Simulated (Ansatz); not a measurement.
**Ni: phonon calculation (part 2 of 2)**

Ni (Fm-3m, 1 atom in the cell); DFT, LDA, PAW with Ansatz's default frozen-core files, scalar-relativistic; harmonic phonons by finite displacements, spin-polarised (Ansatz 0.2.0); cutoff 420 eV, 24×24×24 k-mesh, Fermi–Dirac smearing of 0.05 eV, collinear spins. The structure derives from an entry of the Crystallography Open Database. Its volume is 0.97 times that of the source entry. It belongs to a series of runs on one base structure; here: volume scaled by 0.970, PAW files.

Geometry of the input (Å; fractional positions):
```
0.0000  1.6945  1.6945
1.6945  0.0000  1.6945
1.6945  1.6945  0.0000
Ni 0.0000  0.0000  0.0000
```

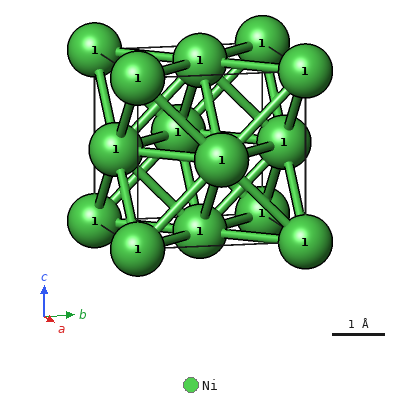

The structure (ball-and-stick view of the cell 4 times as large as that of the calculation, set on its symmetry axes, seen slightly off an axis; atoms are numbered from 1 in the order of the input).

## Output, continued
```
SCF iter   1: F=—  HF=-23093.508139 eV  |F-HF|=—  |Δ(HF+E_count)|=         —  Δρ=1.59e-4 (↑1.08e-4 ↓1.59e-4)  dr2=2.48e-5  dr2_m=8.32e-7  M=2.260 μB ∫|m|=2.483 μB  β_m=0.30  ethr=2.30e-8  ⟨swp⟩=3.0  Hψ=117643  notcnv=0  defer=934
spin=Collinear: Kerker preconditioning applied to the charge; magnetization (m = ρ↑ − ρ↓) channel mixes plain (no charge-response kernel on spin).
SCF iter   2: F=—  HF=-23093.508141 eV  |F-HF|=—  |Δ(HF+E_count)|=   2.28e-6  Δρ=1.14e-4 (↑8.24e-5 ↓1.14e-4)  dr2=1.62e-5  dr2_m=3.90e-7  M=2.260 μB ∫|m|=2.483 μB  β_m=0.65  ethr=2.30e-8  ⟨swp⟩=1.0  Hψ=25544  notcnv=0  defer=934
SCF iter   3: F=—  HF=-23093.508134 eV  |F-HF|=—  |Δ(HF+E_count)|=   7.41e-6  Δρ=3.32e-5 (↑1.58e-5 ↓3.32e-5)  dr2=8.73e-7  dr2_m=4.04e-8  M=2.260 μB ∫|m|=2.483 μB  β_m=0.70  ethr=2.25e-8  ⟨swp⟩=2.0  Hψ=35615  notcnv=0  defer=934
SCF iter   4: F=—  HF=-23093.508120 eV  |F-HF|=—  |Δ(HF+E_count)|=   1.37e-5  Δρ=1.54e-4 (↑5.15e-5 ↓1.54e-4)  dr2=1.26e-5  dr2_m=9.66e-7  M=2.260 μB ∫|m|=2.483 μB  β_m=0.70  ethr=1.21e-9  ⟨swp⟩=2.3  Hψ=43149  notcnv=0  defer=934
SCF iter   5: F=—  HF=-23093.508120 eV  |F-HF|=—  |Δ(HF+E_count)|=   6.33e-7  Δρ=2.97e-5 (↑1.01e-5 ↓2.97e-5)  dr2=4.56e-7  dr2_m=3.73e-8  M=2.260 μB ∫|m|=2.483 μB  β_m=0.61  ethr=1.21e-9  ⟨swp⟩=2.0  Hψ=37135  notcnv=0  defer=934
SCF iter   6: F=—  HF=-23093.508120 eV  |F-HF|=—  |Δ(HF+E_count)|=  2.40e-10  Δρ=2.78e-5 (↑1.00e-5 ↓2.78e-5)  dr2=4.12e-7  dr2_m=3.03e-8  M=2.260 μB ∫|m|=2.483 μB  β_m=0.46  ethr=6.34e-10  ⟨swp⟩=1.4  Hψ=28065  notcnv=0  defer=934
SCF iter   7: F=—  HF=-23093.508120 eV  |F-HF|=—  |Δ(HF+E_count)|=   1.84e-8  Δρ=1.25e-5 (↑4.61e-6 ↓1.25e-5)  dr2=8.32e-8  dr2_m=6.05e-9  M=2.260 μB ∫|m|=2.483 μB  β_m=0.55  ethr=5.72e-10  ⟨swp⟩=1.0  Hψ=25544  notcnv=0  defer=934
SCF iter   8: F=—  HF=-23093.508120 eV  |F-HF|=—  |Δ(HF+E_count)|=   4.87e-9  Δρ=3.37e-6 (↑1.40e-6 ↓3.37e-6)  dr2=6.34e-9  dr2_m=4.19e-10  M=2.260 μB ∫|m|=2.483 μB  β_m=0.50  ethr=1.16e-10  ⟨swp⟩=1.0  Hψ=25544  notcnv=0  defer=934
SCF iter   9: F=—  HF=-23093.508120 eV  |F-HF|=—  |Δ(HF+E_count)|=  4.80e-10  Δρ=4.21e-7 (↑2.94e-7 ↓4.21e-7)  dr2=1.52e-10  dr2_m=3.69e-12  M=2.260 μB ∫|m|=2.483 μB  β_m=0.75  ethr=8.81e-12  ⟨swp⟩=1.1  Hψ=25628  notcnv=0  defer=934
SCF iter  10: F=—  HF=-23093.508120 eV  |F-HF|=—  |Δ(HF+E_count)|=  1.46e-11  Δρ=4.62e-7 (↑1.67e-7 ↓4.62e-7)  dr2=1.15e-10  dr2_m=8.78e-12  M=2.260 μB ∫|m|=2.483 μB  β_m=0.84  ethr=1.00e-12  ⟨swp⟩=1.2  Hψ=25709  notcnv=0  defer=934
SCF iter  11: F=—  HF=-23093.508120 eV  |F-HF|=—  |Δ(HF+E_count)|=  7.28e-12  Δρ=2.89e-7 (↑1.02e-7 ↓2.89e-7)  dr2=4.64e-11  dr2_m=3.25e-12  M=2.260 μB ∫|m|=2.483 μB  β_m=0.87  ethr=1.00e-12  ⟨swp⟩=1.0  Hψ=25544  notcnv=0  defer=934
SCF iter  12: F=-23093.508120 eV  HF=-23093.508120 eV  |F-HF|=7.28e-12  |Δ(HF+E_count)|=  7.28e-12  Δρ=5.30e-8 (↑1.71e-8 ↓5.30e-8)  dr2=1.50e-12  dr2_m=1.24e-13  M=2.260 μB ∫|m|=2.483 μB  ethr=1.00e-12  ⟨swp⟩=4.7  Hψ=122609  notcnv=0
SCF 14 converged in 12 iterations: F = -23093.508120 eV  dr2 = 1.50e-12
SCF converged after 2 iterations
Magnetization: 2.2600 μB (37.1300 up, 34.8700 down)
Absolute magnetization: 2.4856 μB (∫|ρ↑−ρ↓|, with the PAW one-centre terms)
Spin contamination: 0.0130 ħ² per cell (⟨S²⟩ above its minimum at these occupations)
Per-site moments (μB) at R_I (Å): [(0.5899073252452682, 0.9884929753157028), (0.5899073252452681, 0.9884929753157028), (0.5899073252452681, 0.9884929753157026), (0.589907325245268, 0.9884929753157026)]
Free energy (F): -23093.508157 eV
Harris-Foulkes:  -23093.508157 eV  (|F-HF|=0.00e0)
Internal energy: -23093.454513 eV  (E = F + TS)
E sigma→0 (E₀):  -23093.481335 eV
Entropy (-TS):   -0.053644 eV (-13.411 meV/atom)
Fermi energy:    20.402025 eV
--- Per-component energies (eV) ---
  E_band       = -977.751311
  E_kinetic    = 1141.070897
  E_local      = -13012.534176  (includes V_loc(G=0)·N_el)
  E_nonlocal   = 2550.834354
  E_hartree    = 5440.408040
  E_xc         = -343.177412
  E_vxc        = -444.345475  (∫ρ·V_xc dr)
  E_paw        = -6248.043113  (= ΣΔE_a)
  E_vpaw       = -2093.595213  (= ΣTr[D̂ρ^β])
  E_aug_tail   = 0.002262  (compensation charges beyond the density's cutoff)
  E_ewald      = -12623.751847
  E_core_change = 1.736482  (= ΣΔE_core)
  E_smearing   = -0.053644  (= −TS)
  E_closure    = -0.000000  (closes the sum)
  Σ components = -23093.508157   (vs F -23093.508157, Δ=0.00e0)
--- Forces (eV/Å), atoms counted from 1 ---
  atom   1  Ni    -0.00000000    -0.00000000     0.00000000
  atom   2  Ni    -0.00000000     0.00000000     0.00000000
  atom   3  Ni     0.00000000     0.00000000     0.00000000
  atom   4  Ni    -0.00000000    -0.00000000    -0.00000000
  max |Σ_I F_I| component: 1.89e-28 eV/Å
--- Band table (eV; the first three rows and the last of 1828) ---
  k-point 0 ↑: bands = ["-82.5608", "-82.5029", "-82.4935", "-82.4935", "-43.5169", "-43.4594", "-43.4594", "-43.3145", "-43.3145", "-43.2657", "-43.2657", "-43.2270", "-43.2270", "-43.1793", "-43.1793", "-43.1793", "10.4882", "14.8853", "15.7164", "15.7164", "16.4495", "16.4495", "17.7016", "17.7016", "17.7175", "17.7175", "17.7175", "17.7466", "17.7466", "18.7409", "18.7409", "19.0854", "19.0854", "19.8363", "19.9164", "19.9164", "19.9769", "19.9769", "22.9406", "22.9406", "26.8870", "29.6373", "29.6373", "36.0738"]
  k-point 1 ↑: bands = ["-82.5572", "-82.5035", "-82.5013", "-82.4886", "-43.5089", "-43.4477", "-43.4372", "-43.3602", "-43.2734", "-43.2677", "-43.2553", "-43.2433", "-43.2304", "-43.1977", "-43.1843", "-43.1829", "10.7588", "15.0581", "15.2117", "15.9838", "16.3726", "16.5810", "17.5643", "17.6223", "17.6761", "17.7250", "17.7910", "17.7945", "17.8200", "18.5734", "18.7173", "18.9084", "19.0053", "19.1069", "19.8062", "19.8728", "19.9107", "20.8004", "21.2870", "25.5623", "26.9808", "27.7273", "32.2060", "33.3353"]
  k-point 2 ↑: bands = ["-82.5473", "-82.5175", "-82.4972", "-82.4887", "-43.4857", "-43.4075", "-43.4058", "-43.3855", "-43.2875", "-43.2621", "-43.2480", "-43.2395", "-43.2390", "-43.2382", "-43.1982", "-43.1938", "11.5438", "14.1266", "15.5197", "16.2007", "16.4395", "16.7598", "17.1837", "17.3697", "17.4936", "17.8267", "17.9028", "17.9831", "17.9917", "18.1492", "18.4109", "18.8185", "18.9455", "19.1910", "19.4890", "19.5634", "19.6622", "19.7534", "22.8183", "25.6193", "27.3417", "28.5185", "31.9376", "35.1991"]
  k-point 913 ↓: bands = ["-81.7800", "-81.7800", "-81.7663", "-81.7663", "-42.8064", "-42.8064", "-42.7847", "-42.7847", "-42.6238", "-42.6238", "-42.5971", "-42.5971", "-42.5599", "-42.5599", "-42.5409", "-42.5409", "15.6061", "15.6061", "15.6087", "15.6087", "16.3131", "16.3131", "17.8331", "17.8331", "18.5390", "18.5390", "18.5687", "18.5687", "19.5735", "19.5735", "20.1895", "20.1895", "20.5846", "20.5846", "20.7030", "20.7030", "22.1377", "22.1377", "23.3773", "23.3773", "27.8234", "27.8234", "32.3115", "32.3115"]
--- Phonons: 9 displaced members + 5 references (amplitude of the first 0.0025 Å, Σ member SCF iterations 130) ---
  ASR residual: 1.042e-4 → 0.000e0 eV/Å²; symmetrization residual: 2.507e-5 eV/Å²
  largest component of a force at the reference: 7.6e-29 eV/Å
  ASR residual per site (eV/Å²): 1.04e-4
  Γ frequencies (cm⁻¹): 0.00 0.00 0.00
--- Phonons (by wavevector): 8 wavevectors in 5 supercells ---
  supercell 1 (4 cells, vectors [1, 0, 0], [0, 2, -1], [0, -4, 4] in multiples of the cell's): 2 displaced members by 0.0025 Å; free energy -23093.508157 eV; taken off its force constants: by the sum rule 3.4e-5, by the symmetrisation 2.5e-5 eV/Å²
  symmetry images taken by strict's conditions (phonons.symmetry_images: auto; settled by no image being taken that strict refuses)
  supercell 2 (4 cells, vectors [1, 0, 0], [-1, 1, 1], [0, 0, 4] in multiples of the cell's): 2 displaced members by 0.0025 Å; free energy -23093.508158 eV; taken off its force constants: by the sum rule 2.4e-5, by the symmetrisation 1.8e-15 eV/Å²; Γ matrix within 1.3e-15 eV/Å² of supercell 1's
  symmetry images taken by strict's conditions (phonons.symmetry_images: auto; settled by no image being taken that strict refuses)
  supercell 3 (4 cells, vectors [1, 0, 0], [0, 1, 0], [0, 0, 4] in multiples of the cell's): 1 displaced member by 0.0025 Å; free energy -23093.508157 eV; taken off its force constants: by the sum rule 1.0e-4, by the symmetrisation 3.6e-15 eV/Å²; Γ matrix within 8.9e-16 eV/Å² of supercell 1's
  symmetry images taken by strict's conditions (phonons.symmetry_images: auto; settled by no image being taken that strict refuses)
  supercell 4 (4 cells, vectors [1, 0, 0], [0, 1, -1], [0, 0, 4] in multiples of the cell's): 2 displaced members by 0.0025 Å; free energy -23093.508157 eV; taken off its force constants: by the sum rule 1.8e-5, by the symmetrisation 5.3e-15 eV/Å²; Γ matrix within 1.0e-15 eV/Å² of supercell 1's
  symmetry images taken by strict's conditions (phonons.symmetry_images: auto; settled by no image being taken that strict refuses)
  supercell 5 (4 cells, vectors [0, 1, -2], [-1, 1, 1], [0, 0, 4] in multiples of the cell's): 2 displaced members by 0.0025 Å; free energy -23093.508158 eV; taken off its force constants: by the sum rule 8.3e-6, by the symmetrisation 8.9e-15 eV/Å²; Γ matrix within 7.4e-16 eV/Å² of supercell 1's
  symmetry images taken by strict's conditions (phonons.symmetry_images: auto; settled by no image being taken that strict refuses)
  q = [0.0000, 0.0000, 0.0000] (star 1, supercell 1; hermiticity 0.00e0, symmetrization 2.35e-17): -0.00 -0.00 -0.00
  q = [0.0000, 0.0000, 0.2500] (star 8, supercell 3; hermiticity 0.00e0, symmetrization 6.67e-16): 115.79 115.79 261.84
  q = [0.0000, 0.0000, -0.5000] (star 4, supercell 1; hermiticity 2.64e-16, symmetrization 1.08e-5): 168.57 168.57 350.04
  q = [0.0000, 0.2500, 0.2500] (star 6, supercell 4; hermiticity 4.83e-51, symmetrization 2.65e-16): 173.88 173.88 260.10
  q = [0.0000, 0.2500, -0.5000] (star 24, supercell 1; hermiticity 3.52e-16, symmetrization 2.82e-16): 211.07 236.73 321.57
  q = [0.0000, 0.2500, -0.2500] (star 12, supercell 2; hermiticity 7.22e-17, symmetrization 5.77e-16): 165.18 239.77 306.90
  q = [0.0000, -0.5000, -0.5000] (star 3, supercell 2; hermiticity 4.82e-16, symmetrization 4.08e-7): 245.29 245.29 336.36
  q = [0.2500, -0.5000, -0.2500] (star 6, supercell 5; hermiticity 1.43e-16, symmetrization 2.87e-16): 235.86 290.92 290.92
  joined force constants: q→R imaginary residual 0.00e0
  density of states and harmonic sums: on the 32×32×32 q-mesh, interpolated from the force constants of a 4×4×4 supercell (no non-analytic term)
  largest difference from the sums on the solved wave vectors: F 9.77e-3 eV, S 1.38e-5 and C_V 4.03e-6 eV/K
  zero-point energy: 0.043498 eV/cell   skipped modes (ω ≤ 0): 3   left out of the sums: 3.05e-5 of the cell's modes: C_V's classical limit lies that fraction below 3 k_B per atom; for a crystal, a wire or a layer, F and S can be off by more, and a phonons.interpolated_qmesh denser along its periods is the remedy for the sampling
```

## File phthermo.tsv
```
# format = ansatz-phthermo/1
# interpolated_qmesh = 32 32 32
# force_constants_supercell = 4 4 4
# non_analytic_term = not included (the non-analytic LO-TO correction is not applied to the interpolated dynamical matrix; polar crystals: no LO-TO splitting at GAMMA, and LO and other optical branches, acoustic branches and sound speeds, and with them the density of states and the thermodynamics, can be off between the wave vectors that the force constants were sampled on, most near GAMMA; a larger extent of the force constants narrows that region and is not shown to mend the acoustic slopes)
# zero_point_energy_ev = 4.3497670811e-2
# n_skipped_modes = 3
# share_of_modes_left_out = 3.0517578125e-5
# rigid_motions_known_by = geometry
# t_k	f_vib_ev	s_ev_per_k	c_v_ev_per_k
0.0000	4.3497670811e-2	0.0000000000e0	0.0000000000e0
100.0000	4.1940125206e-2	5.4223788455e-5	1.1345982387e-4
200.0000	3.0767161397e-2	1.6670531306e-4	2.0344300319e-4
300.0000	9.4529639546e-3	2.5547617737e-4	2.3156551465e-4
400.0000	-1.9650044830e-2	3.2384542478e-4	2.4280626241e-4
500.0000	-5.4868043344e-2	3.7867984912e-4	2.4829002029e-4
600.0000	-9.5078757359e-2	4.2424325408e-4	2.5134764192e-4
700.0000	-1.3949547007e-1	4.6314002055e-4	2.5321887793e-4
800.0000	-1.8754072252e-1	4.9703807032e-4	2.5444467594e-4
900.0000	-2.3877420922e-1	5.2705904680e-4	2.5529027099e-4
1000.0000	-2.9284975303e-1	5.5398966640e-4	2.5589772989e-4
```

## Summary

- outcome: converged
- space group (tolerance 0.01 Å): Fm-3m (225)
- electrons treated: 72
- free energy: −23093.5082 eV
- Fermi energy: 20.402 eV
- net moment of the cell: 2.26 μB
- integrated absolute moment: 2.49 μB
- largest force (length of the vector): under 0.001 eV/Å
- wall time: 15 min (CPU time 29 min)
- peak memory: 4.8 GiB
